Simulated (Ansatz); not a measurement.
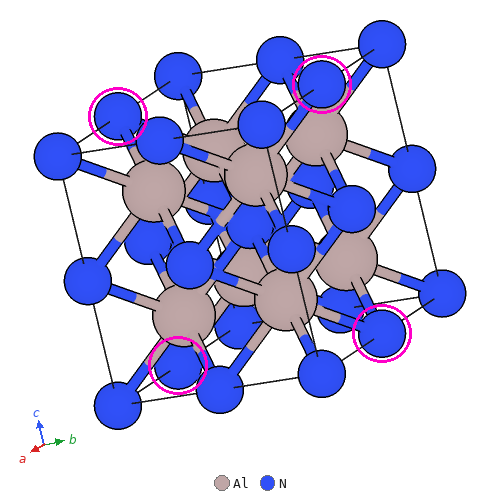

The system is AlN (Fm-3m phase) with one N vacancy (15 atoms in the cell, cell charge +3); the picture shows the reference structure. An atom moved over a plane that holds its own site and a neighbouring vacancy (x, y and z along the cube axes). The first coordinate is: path of N9 from its site (0) to the vacancy (1), 2.878 Å; the second: shift of N9 across the path, along z. Nothing is relaxed (all other atoms held at the sites of the perfect crystal). The scan uses an 11 × 9 grid; 25 points were computed and 74 follow by symmetry. Points are written as (first, second). All energies are given in eV per cell relative to the lowest grid point. The cell is charged on a uniform background, without a charge correction. Computed with Ansatz, DFT PBE, scalar-relativistic, plane waves, PAW. Settings: cutoff 420 eV, k-mesh 4×4×4, gaussian smearing 0.05 eV, no spin polarisation.

Range: path of N9 from its site (0) to the vacancy (1), 2.878 Å from −0.125 to 1.125; shift of N9 across the path, along z from −0.500 to 0.500 Å.

### Predict the map.

The lowest grid point is at (0.000, 0.000 Å) [nearest 6 Al at 2.04 Å]; the map holds 2 wells of about this depth. It is the only kind of minimum in the scanned range. The highest grid point, (0.500, 0.000 Å) [nearest 2 Al at 1.44 Å], lies 7.8 eV above the lowest.

| second ↓, first → | −0.125 | 0.000 | 0.125 | 0.250 | 0.375 | 0.500 | 0.625 | 0.750 | 0.875 | 1.000 | 1.125 |
| --- | --- | --- | --- | --- | --- | --- | --- | --- | --- | --- | --- |
| 0.500 | 3.0 | 2.9 | 3.0 | 3.8 | 5.5 | 6.6 | 5.5 | 3.8 | 3.0 | 2.9 | 3.0 |
| 0.375 | 1.8 | 1.4 | 1.8 | 3.2 | 5.6 | 7.0 | 5.6 | 3.2 | 1.8 | 1.4 | 1.8 |
| 0.250 | 1.1 | 0.5 | 1.1 | 3.0 | 5.8 | 7.4 | 5.8 | 3.0 | 1.1 | 0.5 | 1.1 |
| 0.125 | 0.8 | 0.1 | 0.8 | 2.9 | 6.0 | 7.7 | 6.0 | 2.9 | 0.8 | 0.1 | 0.8 |
| 0.000 | 0.7 | 0.0 | 0.7 | 2.9 | 6.1 | 7.8 | 6.1 | 2.9 | 0.7 | 0.0 | 0.7 |
| −0.125 | 0.8 | 0.1 | 0.8 | 2.9 | 6.0 | 7.7 | 6.0 | 2.9 | 0.8 | 0.1 | 0.8 |
| −0.250 | 1.1 | 0.5 | 1.1 | 3.0 | 5.8 | 7.4 | 5.8 | 3.0 | 1.1 | 0.5 | 1.1 |
| −0.375 | 1.8 | 1.4 | 1.8 | 3.2 | 5.6 | 7.0 | 5.6 | 3.2 | 1.8 | 1.4 | 1.8 |
| −0.500 | 3.0 | 2.9 | 3.0 | 3.8 | 5.5 | 6.6 | 5.5 | 3.8 | 3.0 | 2.9 | 3.0 |

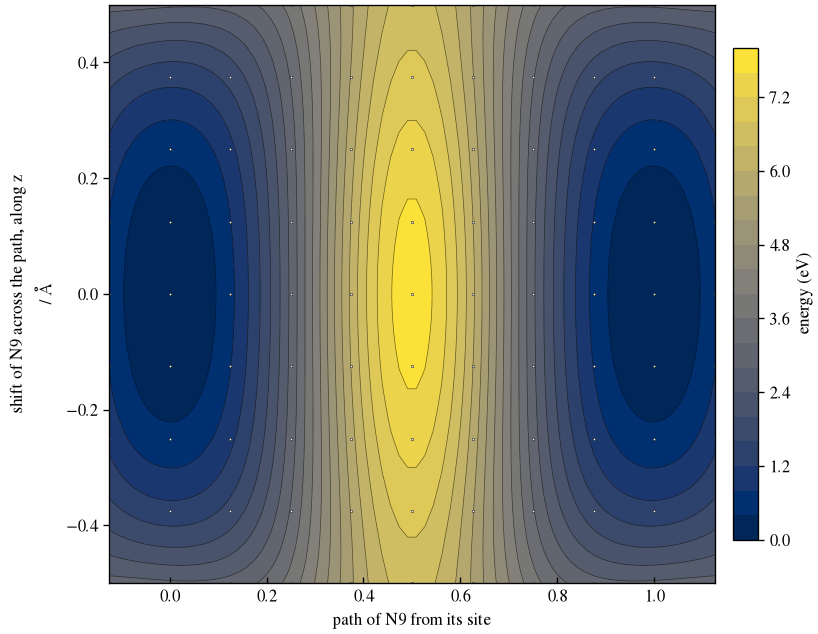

In the figure: filled contours, dots at the grid points. Between grid points the surface is interpolated.

Time for the 25 points that were run: 80 s on 4 threads of Intel(R) Xeon(R) 6975P-C (Granite Rapids) (shared host).
